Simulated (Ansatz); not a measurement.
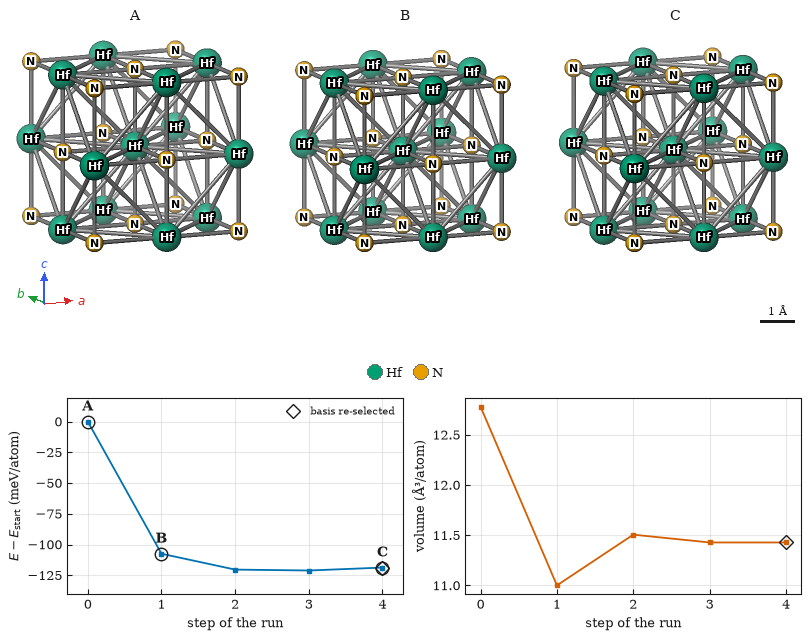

Frames of a relaxation of crystalline HfN (set up in Fm-3m) (coarse preliminary run), marked on the history of the run. A ball-and-stick model of the conventional cell (4 times the calculation's cell), seen slightly off an axis. Lengths and directions refer to the drawn axes.

Case: the second end member.

Level of theory: DFT PBEsol, scalar-relativistic, plane waves, PAW in Ansatz. (plane-wave cutoff 420 eV; k-point mesh 8 × 8 × 8; occupations gaussian; smearing width 0.1 eV; no spin polarisation; cell and atoms relaxed; force threshold 0.05 eV/Å; at most 80 steps)

Q: What happens along the run?

A: The energy falls by 119 meV per atom in 3 accepted moves (4 points after the start). All forces vanish by symmetry, so only the cell relaxes. Pressure: −25.20 GPa at the start and −0.36 GPa at the end. The SCF was repeated once at an unchanged geometry on a basis and grid sized afresh for the cell, which shifted the energy by 2.4 meV per atom at most. The atoms keep their places relative to the cell (all moves are under 0.005 Å). The volume changes by −10.6 %, with a = b = c 4.676 → 4.505 Å (−3.7 %). Some distances before and after: Hf–Hf 3.306 → 3.185 Å, Hf–N 2.338 → 2.252 Å. The space group stays Fm-3m (No. 225). From step 0 to 1: volume −13.9 %, energy −107 meV per atom. From step 1 to 4: volume +3.9 %, energy −11.3 meV per atom.

| step | E − E(0), meV/atom | pressure, GPa | volume, Å³/atom | note |
| --- | --- | --- | --- | --- |
| 0 | 0.00 | -25.20 | 12.780 |  |
| 1 | -107.49 | 11.61 | 11.000 |  |
| 2 | -120.40 | -2.02 | 11.506 |  |
| 3 | -121.13 | -0.12 | 11.428 |  |
| 4 | -118.75 | -0.36 | 11.428 | same geometry, new basis |
